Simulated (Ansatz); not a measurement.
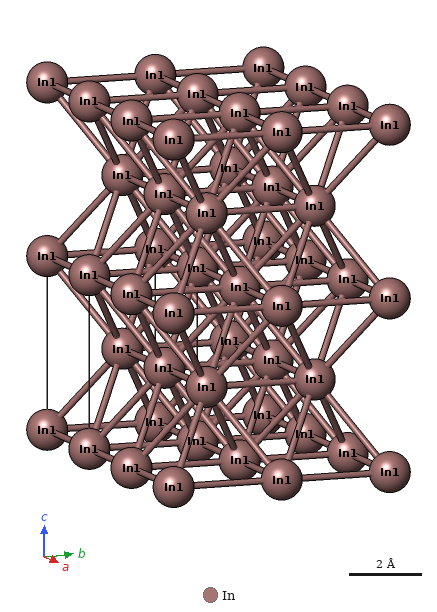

This is a symmetric starting cell of In. Style: ball-and-stick. Shown: the conventional cell (2 times the calculation's cell), repeated 3 × 2 × 2 with one cell outlined, slightly off an axis. Lengths and directions refer to the drawn axes.

Level of theory: Ansatz 0.2.0, DFT PBE, scalar-relativistic, plane waves, PAW. (plane-wave cutoff 420 eV; k-point mesh 18 × 18 × 18; occupations gaussian; smearing width 0.1 eV; no spin polarisation)

The variant: The cell is strained by +4.9 % along c and −4.1 % across it (volume −3.6 %), the atoms keeping their fractional coordinates. No relaxation follows. The starting cell wasn't computed here and needn't be at equilibrium, so pressure and forces aren't due to the change alone.

Question: Predict the response.

Answer: The pressure is 3.9 GPa (not all of it need come from the change, since the unchanged cell can be under pressure at this level too). The principal stresses (compression positive) are 2.6 GPa along c and 4.6 GPa across it. All forces vanish by symmetry. Near-neighbour distances before and after: In–In 3.252 → 3.119 Å, In–In 3.378 → 3.405 Å. The space group stays I4/mmm (No. 139).

Drawn alike, the variant:

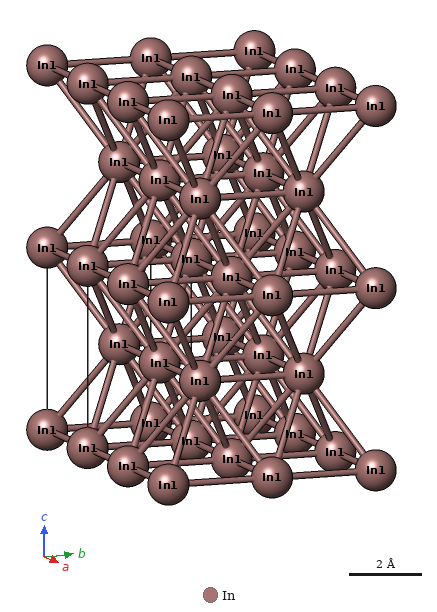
